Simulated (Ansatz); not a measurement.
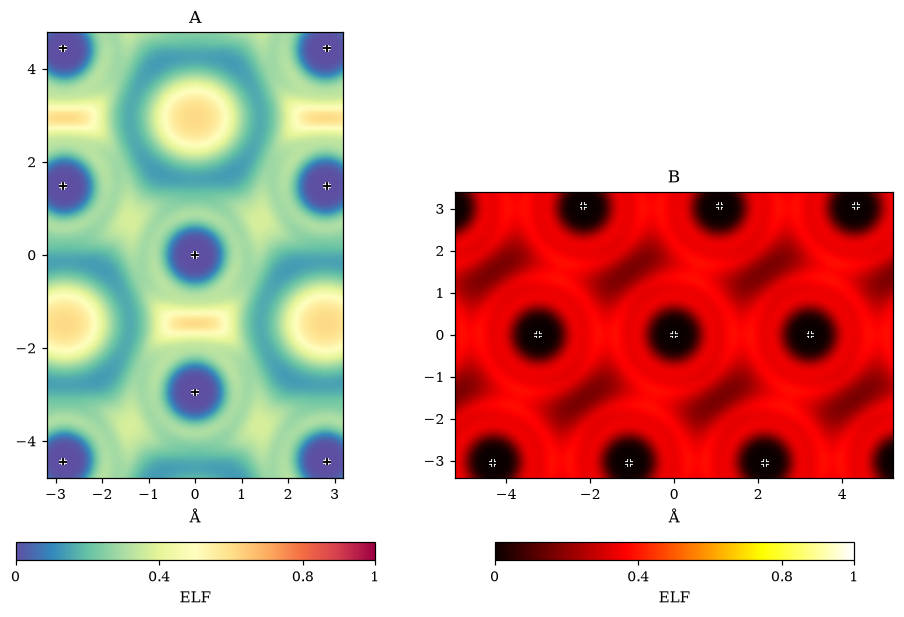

The electron localisation function of 2 systems, each on a plane through atoms (crosses mark nuclei in the plane).

These are results of DFT PBEsol, scalar-relativistic, plane waves, PAW (Ansatz), not measurements.

System 1: CoSn₂, the (11̄0) plane of the conventional cell. Space group I4/mcm; changed on purpose from its base cell (strain +0.000 along x and y, +0.050 along z, atoms carried along); computed pressure about −5 GPa in this cell; computed without spin polarisation.

```
CELL_PARAMETERS angstrom
6.27957 0.00000 0.00000
0.00000 6.27957 0.00000
0.00000 0.00000 5.66739
ATOMIC_POSITIONS crystal
Co 0.00000 0.00000 0.25000
Co 0.50000 0.50000 0.75000
Co 0.00000 0.00000 0.75000
Co 0.50000 0.50000 0.25000
Sn 0.16633 0.66633 0.00000
Sn 0.66633 0.16633 0.50000
Sn 0.33367 0.16633 0.00000
Sn 0.83367 0.66633 0.50000
Sn 0.83367 0.33367 0.00000
Sn 0.33367 0.83367 0.50000
Sn 0.16633 0.33367 0.50000
Sn 0.66633 0.83367 0.00000
```

System 2: Sn, the (011̄) plane of the calculation cell. Space group Im-3m; a structure from a database of computed crystals, not necessarily the ambient phase.

### Match each panel to its system.

Panel A is system 1, CoSn₂: the plane holds Sn. Sn–Sn (2.95 Å): the ELF peaks at about 0.60 between the atoms. Panel B is system 2, Sn: the plane holds Sn. Sn–Sn (3.24 Å): the ELF is about 0.35 at the midpoint.
